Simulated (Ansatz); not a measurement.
```
CELL_PARAMETERS angstrom
6.47470 0.00000 0.00000
0.00000 6.47470 0.00000
0.00000 0.00000 6.47470
ATOMIC_POSITIONS crystal
Si 0.87500 0.00000 0.25000
Si 0.37500 0.50000 0.75000
Si 0.25000 0.87500 0.00000
Si 0.75000 0.37500 0.50000
Si 0.12500 0.50000 0.25000
Si 0.62500 0.00000 0.75000
Si 0.25000 0.12500 0.50000
Si 0.75000 0.62500 0.00000
Si 0.00000 0.25000 0.87500
Si 0.50000 0.75000 0.37500
Si 0.50000 0.25000 0.12500
Si 0.00000 0.75000 0.62500
N 0.28140 0.28140 0.28140
N 0.78140 0.78140 0.78140
N 0.03140 0.96860 0.46860
N 0.53140 0.46860 0.96860
N 0.71860 0.21860 0.28140
N 0.21860 0.71860 0.78140
N 0.46860 0.03140 0.96860
N 0.96860 0.53140 0.46860
N 0.28140 0.71860 0.21860
N 0.78140 0.21860 0.71860
N 0.03140 0.03140 0.03140
N 0.53140 0.53140 0.53140
N 0.21860 0.28140 0.71860
N 0.71860 0.78140 0.21860
N 0.96860 0.46860 0.03140
N 0.46860 0.96860 0.53140
```

Space group I-43d.

These are results of DFT PBE, scalar-relativistic, plane waves, PAW (Ansatz), not measurements.

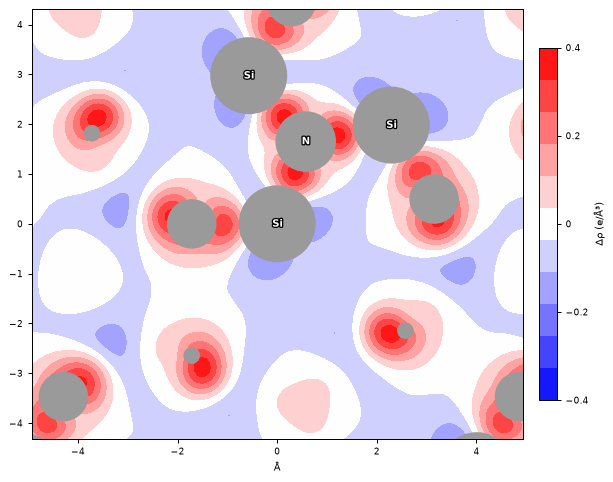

Si3N4. Density of the crystal less the sum of free-atom densities: a map on the (111) plane of the conventional cell, with grey discs over the atomic cores. Cores are masked to 0.8 Å (Si) and 0.6 Å (N).

In a PAW calculation such maps are meaningful between the atoms, not at the nuclei.

Question: Read the map: where is density gained and where lost?

Answer: N–Si (1.75 Å): Δρ is +0.29 e/Å³ at the midpoint, with a peak of 0.37 e/Å³ 0.7 Å from N: bond charge of a polar bond.
Over the whole cell, outside the masked cores, the largest gain lies at the edge of the masked core of N, and the largest loss, 0.16 e/Å³, lies 0.9 Å from a silicon nucleus.
In all about 0.34 e an atom is rearranged against the free atoms.
Bader charges: Si +3.10 and N −2.33 e.

Run time: 30 s on 4 threads of Intel(R) Xeon(R) 6975P-C (Granite Rapids), on a shared host, peak memory 0.58 GiB.
